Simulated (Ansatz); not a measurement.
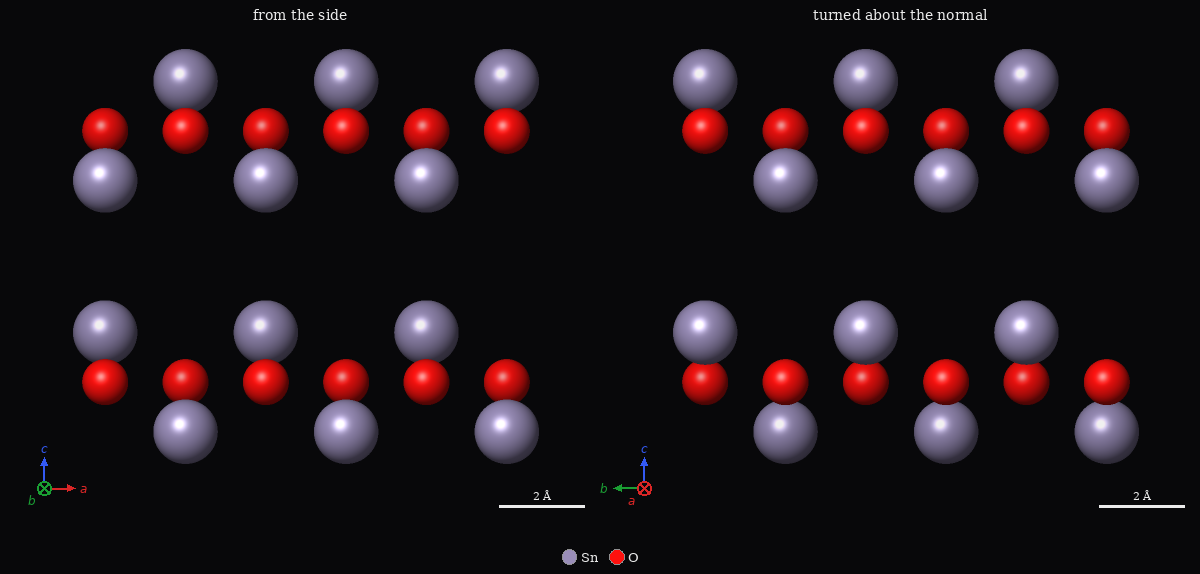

A spheres-only picture of a periodic slab, seen from the side and turned about the normal. The surface normal points up in side views; the vacuum is left out. 3×3 cells are drawn in the plane, with atoms at the edges repeated.

The cell holds 4 Sn, 4 O.

How is each face terminated?

Answer. The top face ends in Sn, the bottom face in Sn. The two faces are alike.

Read the thickness off the scale bar.

Answer. About 8 Å from the lowest to the highest atom.

What layers make up the slab, from top to bottom?

Answer. Six planes: Sn / O / Sn / Sn / O / Sn.

The structure was taken from a structure listed in the Materials Project, from which a slab was cut. The atoms were relaxed in a fixed cell with DFT PBE+D3(BJ), scalar-relativistic, plane waves, PAW in Ansatz.
